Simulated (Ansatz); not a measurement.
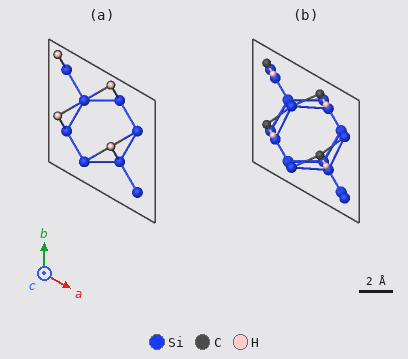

The structure of a slab of composition Si₁₀HC (cut from the P6_3/mmc phase) before (left) and after (right) a constrained relaxation, at one scale.

Style: ball-and-stick. Shown: the 2 × 2 repeat of the cell, outlined in the plane, without the vacuum, along the c axis.

Case: CH put at a bridge Si-Si site. The slab is the (0 0 1) face of Si with CH on it. 5 atoms are held fixed.

All numbers below come from DFT PBEsol, scalar-relativistic, plane waves, PAW (Ansatz).

Input file:
```yaml
crystal:
  lattice:
    - [3.8248883545, 0.0, 0.0]
    - [-1.9124441773, 3.3124504817, 0.0]
    - [0.0, 0.0, 33.545432599]
  atoms:
    - { symbol: Si, position: [0.3333333333, 0.6666666667, 0.2533876996] }
    - { symbol: Si, position: [0.6666666667, 0.3333333333, 0.2771414802] }
    - { symbol: Si, position: [0.6666666667, 0.3333333333, 0.3476524086] }
    - { symbol: Si, position: [0.3333333333, 0.6666666667, 0.371406189] }
    - { symbol: Si, position: [0.3333333333, 0.6666666667, 0.4419171174] }
    - { symbol: Si, position: [0.6666666667, 0.3333333333, 0.4657891345] }
    - { symbol: Si, position: [0.6666666667, 0.3333333333, 0.5364842437] }
    - { symbol: Si, position: [0.3333333333, 0.6666666667, 0.5597071144] }
    - { symbol: Si, position: [0.3333333333, 0.6666666667, 0.6312800744] }
    - { symbol: Si, position: [0.6666666667, 0.3333333333, 0.651191461] }
    - { symbol: C, position: [0.1666666667, -0.1666666667, 0.6768283342], spin: 1.0 }
    - { symbol: H, position: [0.1666666667, -0.1666666667, 0.7096196835] }
basis:
  ecutwfc: 420
kpoints:
  mp_grid: { grid: [9, 9, 1] }
hamiltonian:
  xc: pbesol
scf:
  occupations: { method: gaussian, width: 0.05 }
output:
  forces: true
  eigenvalues: true
  populations: true
  write_density: true
  write_potential: true
  elf: true
  volumetric_format: npy
magnetization:
  spin_polarized: true
relax:
  adjacent_minimum: "off"
  f_tol: 0.03
  max_steps: 70
  constraints: [{ sites: [0, 1, 2, 3, 4] }]
efield:
  axis: 3
  dipole_correction: true
  ramp_width: 0.04
```

Command:
```bash
ansatz run input.yaml --threads 1 --pin off --max-ram 2560MiB --backend cpu --events-out ev --progress --plain --runs-dir out
```

What changed between the two?

After 9 geometry steps the energy has fallen by 1.150 eV per cell of the calculation. Largest force component: 1.7 eV/Å at the start, 0.013 eV/Å at the end. H12 moves most: 1.45 Å at 75° to the normal (−c side). By element the largest moves are H 1.45 Å, C 0.63 Å, Si 0.61 Å. The cell doesn't change. Near-neighbour distances that change, for instance: Si9–Si10 2.307 → 2.524 Å, Si10–C11 2.097 → 2.009 Å, Si8–Si9 2.401 → 2.318 Å, Si9–C11 1.885 → 1.934 Å. Among the angles between lasting bonds that change: Si9–C11–H12 144.1° → 102.0°, Si8–Si9–Si10 106.8° → 132.9°, Si7–Si8–Si9 109.4° → 94.0°. The run took 23 min on 1 thread of Arm Neoverse V2 (shared host), peak memory 0.97 GiB.

Limits of the set-up: the periodic images lie only 3.8 Å apart, so the values are limited by the cell's size.
